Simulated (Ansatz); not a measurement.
**Run report: TaSi₂, geometry relaxation (part 2 of 2)**

The same run, continued: TaSi₂ (P6₄22, 9 atoms in the cell); DFT LDA, scalar-relativistic, plane waves, PAW, no spin polarisation (Ansatz 0.2.0); cutoff 420 eV, 12×12×6 k-mesh, Gaussian smearing of 0.1 eV. The structure derives from an entry of the Crystallography Open Database.

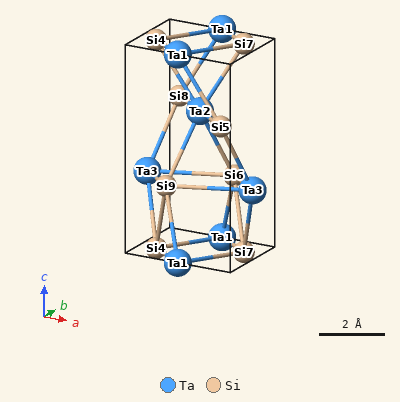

Fig. 1: The geometry at step 4 of the log (ball-and-stick view of the cell of the calculation, seen slightly off an axis; atoms are numbered from 1 in the order of the input).

```
basis re-selected at this cell: Δ(F+E_penalty+E_count) = +1.114e-3 eV, ΔP = -0.015 GPa vs the last step (what re-selecting the basis moved, of the pressure what is left beyond the Pulay correction that the steps carried, after the strain that the cell walked since its last selection, with what the two solves' SCF thresholds leave and, on support functions, any second-order correction that the steps lacked; it is no measure of the basis error at this ecutwfc). This SCF's stress stands 3.35e-2 GPa from its target on what of the cell is left free (relax.cell.stress_tol is 5.00e-2 GPa) and its largest allowed force component is 5.42e-4 eV/Å (relax.f_tol is 5.00e-3 eV/Å): within both
SCF converged after 4 iterations
Free energy (F): -32704.843218 eV
Harris-Foulkes:  -32704.843218 eV  (|F-HF|=2.18e-11)
Internal energy: -32704.825623 eV  (E = F + TS)
E sigma→0 (E₀):  -32704.834420 eV
Entropy (-TS):   -0.017596 eV (-1.955 meV/atom)
Fermi energy:    15.422082 eV
--- Per-component energies (eV) ---
  E_band       = -240.404328
  E_kinetic    = 1372.006792
  E_local      = -2314.699822  (includes V_loc(G=0)·N_el)
  E_nonlocal   = 221.875068
  E_hartree    = 885.454307
  E_xc         = -994.951937
  E_vxc        = -915.277249  (∫ρ·V_xc dr)
  E_paw        = -27365.670788  (= ΣΔE_a)
  E_vpaw       = -375.217953  (= ΣTr[D̂ρ^β])
  E_aug_tail   = 0.000482  (compensation charges beyond the density's cutoff)
  E_ewald      = -4510.122417
  E_core_change = 1.282693  (= ΣΔE_core)
  E_smearing   = -0.017596  (= −TS)
  E_closure    = -0.000000  (closes the sum)
  Σ components = -32704.843218   (vs F -32704.843218, Δ=0.00e0)
--- Forces (eV/Å), atoms counted from 1 ---
  atom   1  Ta     0.00000000     0.00000000    -0.00000000
  atom   2  Ta     0.00000000    -0.00000000    -0.00000000
  atom   3  Ta    -0.00000000     0.00000000     0.00000000
  atom   4  Si     0.00000000     0.00054182    -0.00000000
  atom   5  Si    -0.00046923     0.00027091     0.00000000
  atom   6  Si    -0.00046923    -0.00027091    -0.00000000
  atom   7  Si    -0.00000000    -0.00054182     0.00000000
  atom   8  Si     0.00046923    -0.00027091    -0.00000000
  atom   9  Si     0.00046923     0.00027091     0.00000000
  max |Σ_I F_I| component: 3.01e-17 eV/Å
--- Stress (GPa, compression-positive) ---
       -0.009425       0.000000      -0.000000
        0.000000      -0.009425       0.000000
       -0.000000       0.000000      -0.033493
  P = ⅓ Tr σ = -0.0174 GPa (-0.174 kbar)
--- Band table (eV; the first three rows and the last of 76) ---
  k-point 0: bands = ["-52.0877", "-52.0698", "-52.0698", "-18.8153", "-18.8153", "-18.8066", "-18.7386", "-18.7386", "-18.6323", "-18.6295", "-18.6163", "-18.6163", "1.8964", "5.2648", "5.2648", "8.7596", "9.4868", "9.4868", "9.4985", "9.4985", "10.5968", "11.4931", "11.4931", "11.8910", "12.8713", "12.8713", "12.9140", "12.9140", "13.0349", "13.1905", "13.1905", "14.0054", "16.1311", "18.5158", "18.5158", "18.9972", "19.0704", "19.0749", "19.4151", "19.4151", "19.5891"]
  k-point 1: bands = ["-52.0869", "-52.0737", "-52.0667", "-18.8443", "-18.8014", "-18.7784", "-18.7433", "-18.7381", "-18.6403", "-18.6351", "-18.6316", "-18.5964", "2.0081", "4.3847", "6.1325", "8.8535", "9.2170", "9.3771", "9.8322", "9.8656", "10.5783", "10.6202", "11.2483", "11.5804", "12.7007", "12.9948", "13.1013", "13.1539", "13.2084", "13.3174", "13.7030", "13.9579", "16.5130", "17.8561", "18.5298", "18.8886", "19.0617", "19.1565", "19.3489", "19.5071", "19.5562"]
  k-point 2: bands = ["-52.0849", "-52.0778", "-52.0647", "-18.8628", "-18.7869", "-18.7478", "-18.7475", "-18.7374", "-18.6632", "-18.6446", "-18.6371", "-18.5822", "2.3376", "3.5644", "6.9088", "9.0326", "9.1222", "9.4824", "9.5008", "10.1495", "10.5156", "10.6011", "10.7219", "10.9515", "12.6166", "12.8624", "13.0086", "13.0927", "13.4254", "13.5018", "13.8501", "15.1537", "17.0727", "18.0041", "18.1630", "18.5674", "18.9528", "19.0055", "19.2092", "19.5120", "19.5316"]
  k-point 75: bands = ["-52.0815", "-52.0728", "-52.0728", "-18.8573", "-18.8343", "-18.8343", "-18.7128", "-18.7128", "-18.6594", "-18.6169", "-18.6169", "-18.5960", "4.8994", "4.8994", "5.4670", "6.3237", "6.3237", "7.4195", "10.1031", "10.5009", "10.5009", "10.8790", "12.5964", "12.5964", "12.8758", "12.8758", "12.8856", "13.0491", "14.6461", "14.6461", "15.2479", "15.2479", "16.3642", "17.0425", "17.0425", "17.7793", "18.3425", "18.3425", "18.9818", "19.0571", "19.0571"]
--- Relaxed structure (5 steps of the walk, 5 accepted, 1 SCFs on fresh bases) ---
  F+E_penalty+E_count = -32704.84321820 eV   max|allowed force component| = 5.418e-4 eV/Å   (the final SCF, on the basis selected at the relaxed cell)
  cell:  # Å, volume = 126.4013 Å³
    - [4.732508830655114, -2.855743967450205e-11, 1.5753895370413865e-33]
    - [-2.3662544153028255, 4.098472870995796, -1.3649101900215454e-33]
    - [1.9971426445056125e-33, 4.160713842720026e-34, 6.516853922594603]
  atoms:
    - { symbol: Ta, position: [0.5, 2.7623493800023056e-20, -3.8440699641163863e-34] }
    - { symbol: Ta, position: [0.5, 0.5000000000000001, 0.6666666666666666] }
    - { symbol: Ta, position: [-2.7755575615628914e-17, 0.5, 0.3333333333333333] }
    - { symbol: Si, position: [0.15936713391785068, 0.31873426783570136, -2.327986412955391e-34] }
    - { symbol: Si, position: [0.8406328660821493, 0.1593671339178507, 0.6666666666666666] }
    - { symbol: Si, position: [0.6812657321642988, 0.8406328660821493, 0.3333333333333333] }
    - { symbol: Si, position: [0.8406328660821494, 0.6812657321642986, 6.293689129246193e-36] }
    - { symbol: Si, position: [0.15936713391785068, 0.8406328660821494, 0.6666666666666666] }
    - { symbol: Si, position: [0.31873426783570136, 0.15936713391785068, 0.3333333333333333] }
```

Trajectory as extended XYZ (Å, eV, eV/Å), 6 frames, from step=1 to step=6
```
9
Lattice="4.7839 0.0000 0.0000 -2.3920 4.1430 0.0000 0.0000 0.0000 6.5700" Properties=species:S:1:pos:R:3:forces:R:3 step=1 energy=-32704.77383 pressure_GPa=-5.65
Ta    2.3920    0.0000    0.0000    0.0000   0.0000   0.0000
Ta    1.1960    2.0715    4.3800    0.0000   0.0000   0.0000
Ta   -1.1960    2.0715    2.1900    0.0000   0.0000   0.0000
Si    0.0000    1.3172    0.0000    0.0000   0.0377   0.0000
Si    3.6432    0.6586    4.3800   -0.0326   0.0188   0.0000
Si    1.2512    3.4844    2.1900   -0.0326  -0.0188   0.0000
Si    2.3920    2.8258    0.0000    0.0000  -0.0377   0.0000
Si   -1.2512    3.4844    4.3800    0.0326  -0.0188   0.0000
Si    1.1407    0.6586    2.1900    0.0326   0.0188   0.0000
9
Lattice="4.6899 0.0000 0.0000 -2.3450 4.0616 0.0000 0.0000 0.0000 6.4964" Properties=species:S:1:pos:R:3:forces:R:3 step=2 energy=-32704.80394 pressure_GPa=4.41
Ta    2.3450    0.0000    0.0000    0.0000   0.0000   0.0000
Ta    1.1725    2.0308    4.3309    0.0000   0.0000   0.0000
Ta   -1.1725    2.0308    2.1655    0.0000   0.0000   0.0000
Si    0.0000    1.3050    0.0000    0.0000  -0.1310   0.0000
Si    3.5597    0.6525    4.3309    0.1135  -0.0655   0.0000
Si    1.2148    3.4091    2.1655    0.1135   0.0655   0.0000
Si    2.3450    2.7566    0.0000    0.0000   0.1310   0.0000
Si   -1.2148    3.4091    4.3309   -0.1135   0.0655   0.0000
Si    1.1302    0.6525    2.1655   -0.1135  -0.0655   0.0000
9
Lattice="4.7344 0.0000 0.0000 -2.3672 4.1001 0.0000 0.0000 0.0000 6.5201" Properties=species:S:1:pos:R:3:forces:R:3 step=3 energy=-32704.84407 pressure_GPa=-0.27
Ta    2.3672    0.0000    0.0000    0.0000   0.0000   0.0000
Ta    1.1836    2.0500    4.3467    0.0000   0.0000   0.0000
Ta   -1.1836    2.0500    2.1734    0.0000   0.0000   0.0000
Si    0.0000    1.3082    0.0000    0.0000  -0.0175   0.0000
Si    3.6015    0.6541    4.3467    0.0151  -0.0087   0.0000
Si    1.2343    3.4460    2.1734    0.0151   0.0087   0.0000
Si    2.3672    2.7919    0.0000    0.0000   0.0175   0.0000
Si   -1.2343    3.4460    4.3467   -0.0151   0.0087   0.0000
Si    1.1329    0.6541    2.1734   -0.0151  -0.0087   0.0000
9
Lattice="4.7327 0.0000 0.0000 -2.3663 4.0986 0.0000 0.0000 0.0000 6.5173" Properties=species:S:1:pos:R:3:forces:R:3 step=4 energy=-32704.84431 pressure_GPa=-0.03
Ta    2.3663    0.0000    0.0000    0.0000   0.0000   0.0000
Ta    1.1832    2.0493    4.3449    0.0000   0.0000   0.0000
Ta   -1.1832    2.0493    2.1724    0.0000   0.0000   0.0000
Si    0.0000    1.3069    0.0000    0.0000  -0.0071   0.0000
Si    3.6009    0.6535    4.3449    0.0062  -0.0036   0.0000
Si    1.2345    3.4452    2.1724    0.0062   0.0036   0.0000
Si    2.3663    2.7917    0.0000    0.0000   0.0071   0.0000
Si   -1.2345    3.4452    4.3449   -0.0062   0.0036   0.0000
Si    1.1318    0.6535    2.1724   -0.0062  -0.0036   0.0000
9
Lattice="4.7325 0.0000 0.0000 -2.3663 4.0985 0.0000 0.0000 0.0000 6.5169" Properties=species:S:1:pos:R:3:forces:R:3 step=5 energy=-32704.84433 pressure_GPa=-0.00
Ta    2.3663    0.0000    0.0000    0.0000   0.0000   0.0000
Ta    1.1831    2.0492    4.3446    0.0000   0.0000   0.0000
Ta   -1.1831    2.0492    2.1723    0.0000   0.0000   0.0000
Si    0.0000    1.3063    0.0000    0.0000   0.0006   0.0000
Si    3.6012    0.6532    4.3446   -0.0006   0.0003   0.0000
Si    1.2349    3.4453    2.1723   -0.0006  -0.0003   0.0000
Si    2.3663    2.7921    0.0000    0.0000  -0.0006   0.0000
Si   -1.2349    3.4453    4.3446    0.0006  -0.0003   0.0000
Si    1.1313    0.6532    2.1723    0.0006   0.0003   0.0000
9
Lattice="4.7325 0.0000 0.0000 -2.3663 4.0985 0.0000 0.0000 0.0000 6.5169" Properties=species:S:1:pos:R:3:forces:R:3 step=6 energy=-32704.84322 pressure_GPa=-0.02
Ta    2.3663    0.0000    0.0000    0.0000   0.0000   0.0000
Ta    1.1831    2.0492    4.3446    0.0000   0.0000   0.0000
Ta   -1.1831    2.0492    2.1723    0.0000   0.0000   0.0000
Si    0.0000    1.3063    0.0000    0.0000   0.0005   0.0000
Si    3.6012    0.6532    4.3446   -0.0005   0.0003   0.0000
Si    1.2349    3.4453    2.1723   -0.0005  -0.0003   0.0000
Si    2.3663    2.7921    0.0000    0.0000  -0.0005   0.0000
Si   -1.2349    3.4453    4.3446    0.0005  -0.0003   0.0000
Si    1.1313    0.6532    2.1723    0.0005   0.0003   0.0000
```

The run was set up as follows.

The input
```yaml
crystal:
  lattice:
    - [4.7839004637, 0.0, 0.0]
    - [-2.3919502318, 4.1429793307, 0.0]
    - [0.0, 0.0, 6.57]
  atoms:
    - { symbol: Ta, position: [0.5, 0.0, 0.0] }
    - { symbol: Ta, position: [0.5, 0.5, 0.6666666667] }
    - { symbol: Ta, position: [0.0, 0.5, 0.3333333333] }
    - { symbol: Si, position: [0.15897, 0.31794, 0.0] }
    - { symbol: Si, position: [0.84103, 0.15897, 0.6666666667] }
    - { symbol: Si, position: [0.68206, 0.84103, 0.3333333333] }
    - { symbol: Si, position: [0.84103, 0.68206, 0.0] }
    - { symbol: Si, position: [0.15897, 0.84103, 0.6666666667] }
    - { symbol: Si, position: [0.31794, 0.15897, 0.3333333333] }
basis:
  ecutwfc: 420
kpoints:
  mp_grid: { grid: [12, 12, 6] }
hamiltonian:
  xc: lda
scf:
  occupations: { method: gaussian, width: 0.1 }
output:
  forces: true
  stress: true
  eigenvalues: true
relax:
  adjacent_minimum: "off"
  f_tol: 0.005
  max_steps: 80
  cell: { stress_tol: 0.05 }
```

Run as:
```bash
ansatz run input.yaml --threads 4 --pin off --max-ram 12288MiB --backend cpu --events-out ev --progress --plain --runs-dir out
```

Results in brief

- outcome: converged
- space group (tolerance 0.01 Å): P6₄22 (181)
- electrons treated: 63
- free energy: −32704.8432 eV
- Fermi energy: 15.422 eV
- gap on the k-point mesh: none (metallic)
- pressure: −0.02 GPa
- final volume: 126.40 Å³
- largest force (length of the vector) at the end: 0.001 eV/Å
- final cell: a = 4.733 Å, b = 4.733 Å, c = 6.517 Å, α = 90.00°, β = 90.00°, γ = 120.00°
- hardware: 4 threads of Intel Xeon @ 2.50GHz (Skylake/Cascade Lake), 189 GiB of memory available, shared host
- wall time: 1.7 min (CPU time 5.9 min)
- peak memory: 0.66 GiB

Notes

Spin–orbit coupling is left out, which matters for Ta.
